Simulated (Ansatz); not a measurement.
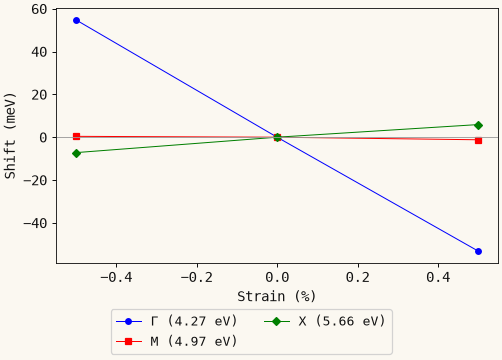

Shifts of the lowest conduction level at the points named, against the centre of the valence top at Γ (unstrained energies in the legend).

System: CsCl-type CsBr, space group Pm-3m, 2 atoms in the cell, in a cell relaxed beforehand; cubic a = 4.240 Å. Here all lengths are changed by ±0.5 %, and the atoms are carried along without relaxing. Ansatz 0.2.0; PBEsol, all-electron LAPW, spin-orbit coupling, no magnetisation, 6×6×6 k mesh, fixed occupations.

Question: How fast does each conduction level move?

Answer: For each 1 % of strain: −108 meV at Γ, −2 meV at M and +13 meV at X. Over dlnV = 3 % that gives deformation potentials of −3.6 eV at Γ, −0.1 eV at M and +0.4 eV at X, against the valence top.

LDA, GGA and most meta-GGA functionals understate gaps.
